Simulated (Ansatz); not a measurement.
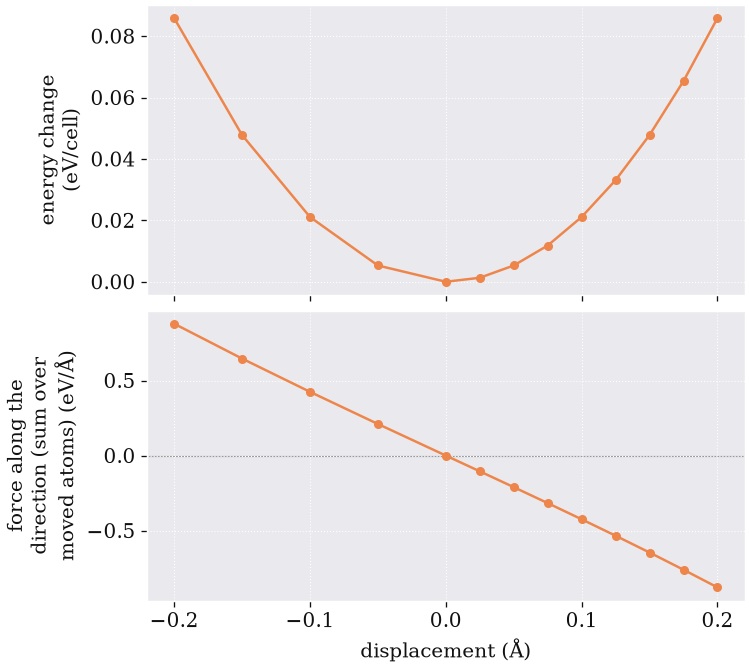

Plotted: energy change and force along the direction (sum over moved atoms) against displacement for TiAl₃, space group I4/mmm (No. 139).

Structure:
```xyz
4
Lattice="-1.9078 1.9078 4.2770 1.9078 -1.9078 4.2770 1.9078 1.9078 -4.2770" Properties=species:S:1:pos:R:3 pbc="T T T"
Ti    0.0000    0.0000    0.0000
Al    0.0000    0.0000    4.2770
Al    0.0000    1.9078    2.1385
Al    1.9078    0.0000    2.1385
```

Calculation (Ansatz 0.2.0): one atom of a crystal moved along a line, all else fixed, by plane-wave density functional theory with PAW datasets, free energies less that of the undisturbed cell; scalar-relativistic. Level: PBEsol, no spin polarisation.

wave cutoff 420 eV; k mesh 18×18×18; occupations Gaussian; smearing width 0.15 eV; k shift (0, 0, 0) (mesh steps); start relaxed; moved atom 2; direction (0, 0, 1) (Cartesian unit vector).

The points at displacement −0.15, −0.05, 0.1 and 0.2 follow from computed ones by symmetry.

**Is the given structure stable along this path?**

Yes: the energy rises on both sides of the starting structure, which is therefore a minimum along this path.

**How does the force along the direction (sum over moved atoms) vary with displacement?**

It falls from 0.88 eV/Å at displacement −0.200 Å to −0.88 eV/Å at 0.200 Å, and changes sign near 0.000 Å.

**What does the calculation give for the harmonic force constant k (E = k x²/2 near the start)?**

4.2 eV/Å².
